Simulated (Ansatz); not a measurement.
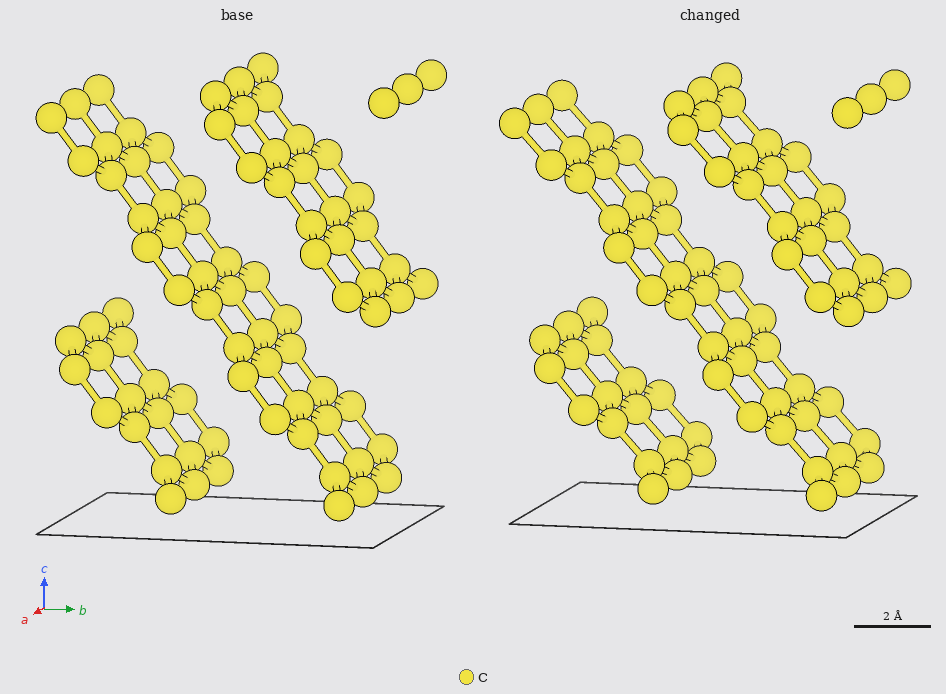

Left: a (1 1 1) slab of C as cut from the relaxed bulk. Right: the same structure after one change, at the same scale. Style: ball-and-stick. Shown: the 3 × 2 repeat of the cell, outlined in the plane, without the vacuum, slightly off an axis.

Theory: DFT PBEsol, scalar-relativistic, plane waves, PAW (Ansatz). Settings: plane-wave cutoff 420 eV; occupations gaussian; no spin polarisation. The k-mesh is chosen for each cell (14×14×8, 11×6×1). Smearing widths differ between the runs.

The atoms of the slab are relaxed at the bulk's in-plane cell.

> And its effect?

The surface energy (mean of the two faces) falls from 4.98 to 4.81 J/m². The top spacing, between the C and C planes, goes from 0.56 to 0.44 Å (−21.3 %), the bottom one (C to C) from 0.56 to 0.44 Å (−21.3 %). The lattice vectors keep their values. The largest moves relative to the layer's centre, 0.38 Å, are those of C atoms. Among the bonded contacts that change: C–C 1.420 → 1.375 to 1.470 Å.
